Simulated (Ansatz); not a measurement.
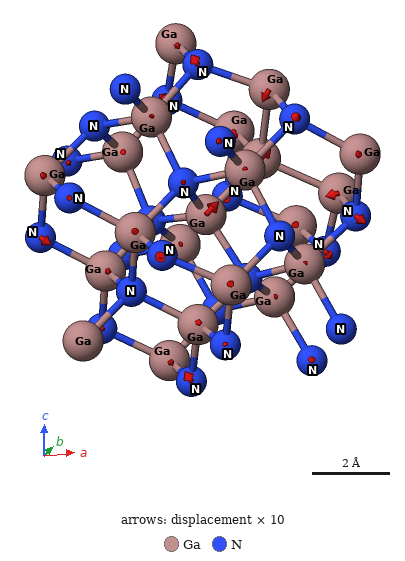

A relaxation of a defect cell of composition Ga25N23 (cell charge −2). The starting structure is drawn; red arrows show the displacements, 10 times their true length.

The picture is a ball-and-stick view of the atoms within 5.0 Å of the atom that moves most (axes of the cell of the calculation), seen slightly off an axis.

Case: Ga on a N site (b), charge -2, atoms relaxed at the host's cell.

Method: Ansatz 0.2.0, DFT PBE, scalar-relativistic, plane waves, PAW. Settings: plane-wave cutoff 420 eV; k-point mesh 3 × 3 × 3; occupations gaussian; smearing width 0.01 eV; no spin polarisation; atoms relaxed in a fixed cell; force threshold 0.025 eV/Å; at most 45 steps.

**Describe the change and its energy.**

The energy falls by 0.154 eV per cell of the calculation in 4 geometry steps. Largest force component: 0.91 eV/Å at the start, 0.0088 eV/Å at the end. The atom that moves furthest is a Ga atom (0.054 Å along [1 1 1]). By element the largest moves are Ga 0.054 Å, N 0.038 Å. The cell doesn't change. Among the contacts that change: Ga–Ga 2.246 → 2.200 Å, Ga–N 1.958 → 1.989 Å, Ga–N 1.981 → 2.002 Å, Ga–N 1.927 → 1.911 Å. Among the angles between lasting bonds that change: Ga–Ga–N 102.3° → 104.9°, N–Ga–N 115.2° → 117.7°, Ga–Ga–N 102.8° → 105.2°.

Limits of the set-up: the periodic images lie only 8.3 Å apart, so the values are limited by the cell's size; the cell is charged, on a uniform background, and energies carry no finite-size correction.
